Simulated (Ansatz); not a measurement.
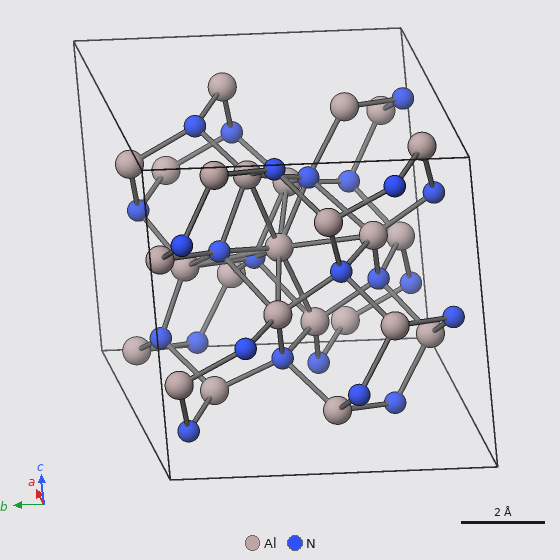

We look at a ball-and-stick model of the crystal from a general direction. Thin lines show the supercell, with boundary atoms drawn in all their periodic places. The host is AlN, in a cell of 48 sites, and the cell carries a charge of +2.

**Identify the point defect.**

An interstitial aluminium atom. It is bonded to six Al and three N (about 2.4 Å to Al, 1.8 Å to N).

Run with DFT PBE, scalar-relativistic, plane waves, PAW (Ansatz) and these settings: a basis cut at 420 eV, a 2×2×2 mesh of k-points, Gaussian smearing of 0.01 eV, collinear spins.

**Does the cell have a net magnetic moment?**

Yes, 1.0 μB in the cell.

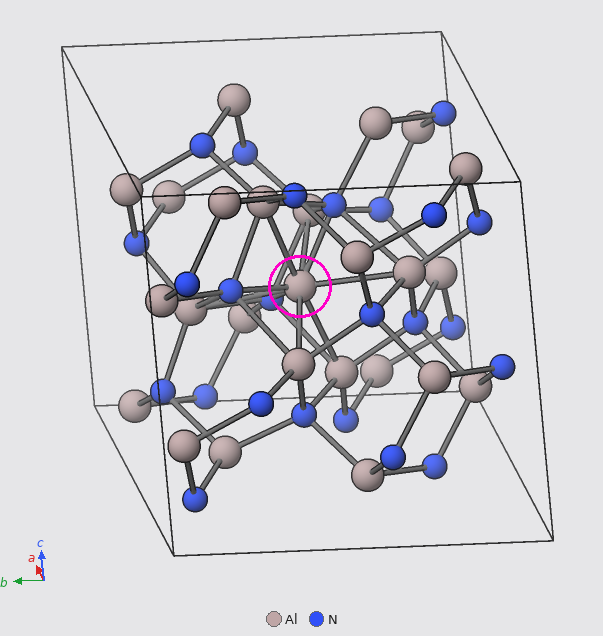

The same cell with a ring at the defect's site.

The atoms were relaxed in the host's cell with DFT PBE, scalar-relativistic, plane waves, PAW (Ansatz).
